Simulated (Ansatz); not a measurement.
# Zn2GeN: what the fields show

Input

```
crystal:
  lattice:
    - [2.5765057822, 1.4875463069, 2.8146152465]
    - [-2.5765057822, 1.4875463069, 2.8146152465]
    - [0.0, -2.9750926139, 2.8146152465]
  atoms:
    - { symbol: Zn, position: [0.2189008753, 0.2189008753, 0.2189008753] }
    - { symbol: Zn, position: [0.7810991247, 0.7810991247, 0.7810991247] }
    - { symbol: Ge, position: [0.5, 0.5, 0.5] }
    - { symbol: "N", position: [0.0, 0.0, 0.0] }
basis:
  ecutwfc: 420
kpoints:
  mp_grid: { grid: [12, 12, 12] }
hamiltonian:
  xc: pbe
scf:
  occupations: { method: gaussian, width: 0.1 }
output:
  forces: true
  stress: true
  eigenvalues: true
  write_density: true
  write_potential: true
  elf: true
  volumetric_format: npy
relax:
  adjacent_minimum: "off"
  f_tol: 0.01
  max_steps: 80
  cell: { stress_tol: 0.05 }
```

Run with:

```sh
ansatz run input.yaml --threads 1 --pin off --max-ram 2560MiB --backend cpu --events-out ev --progress --plain --runs-dir out
```

Below, planes, directions and counts refer to the conventional cell (a = 5.17 Å, b = 5.17 Å, c = 8.44 Å, α = 90.00°, β = 90.00°, γ = 120.00°).

The fields are those of the run's last geometry, not of the input's.

Space group R-3m; a structure generated by program, which may or may not match a known phase; computed without spin polarisation.

Theory: DFT PBE, scalar-relativistic, plane waves, PAW (Ansatz).

The density is the valence pseudo-density of a PAW calculation; it isn't the true density close to the nuclei.

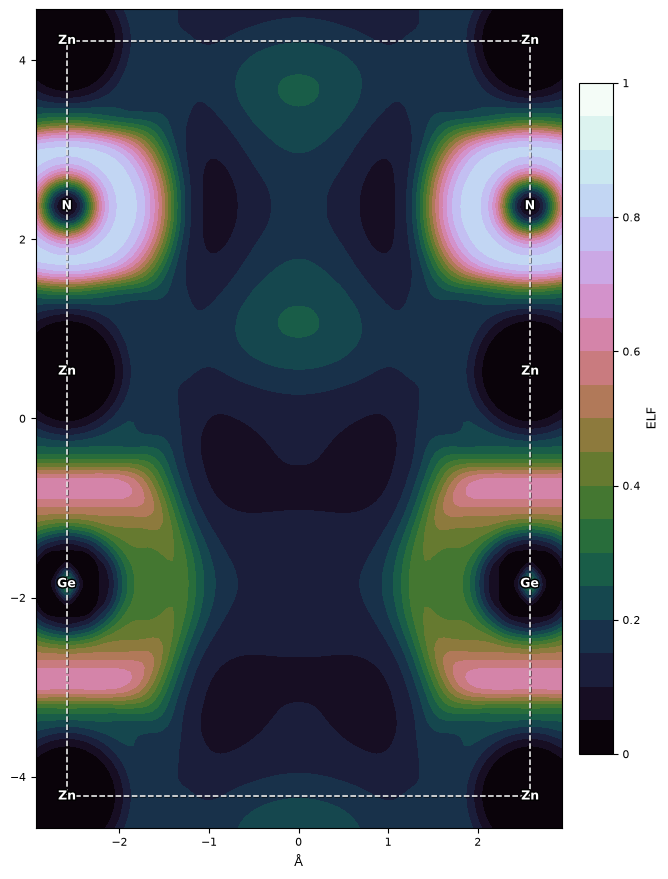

Figure 1. ELF on the (100) plane of the conventional cell.

What do the fields say about this system?

The section cuts through Zn, Ge and N sites.
Zn–N (1.85 Å): the ELF peaks at about 0.80 in the valence shell of N, 0.6 Å from its nucleus, and is about 0.40 at the midpoint.
Zn–Ge (2.37 Å): the ELF peaks at about 0.65 between the atoms.
The ELF also peaks beside N, away from the bonds: lone-pair regions.

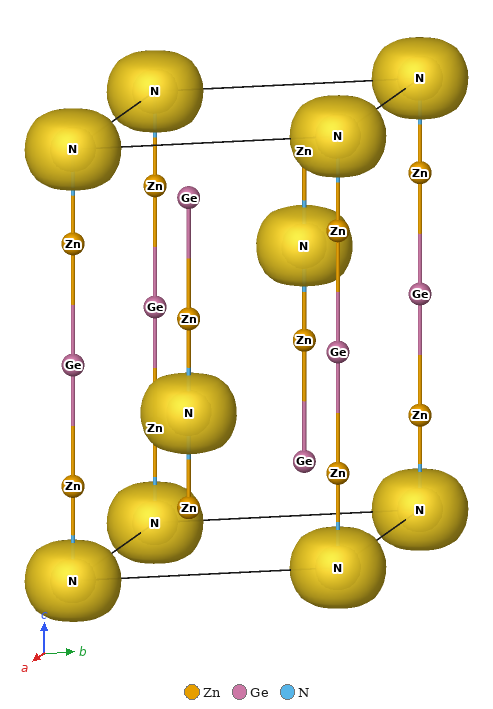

Figure 2. Isosurface of the ELF at 0.7 (yellow), seen slightly off an axis. Core shells and regions of very low density are left out. Sticks mark near contacts.

Describe the localisation domains.

At this value the surface marks out three regions wrapped around N (the valence shell of each), counted in one cell of 12 atoms. Regions shared between cells count once.

Does the calculation give a band gap?

It is gapless in this calculation (a metal or semimetal).
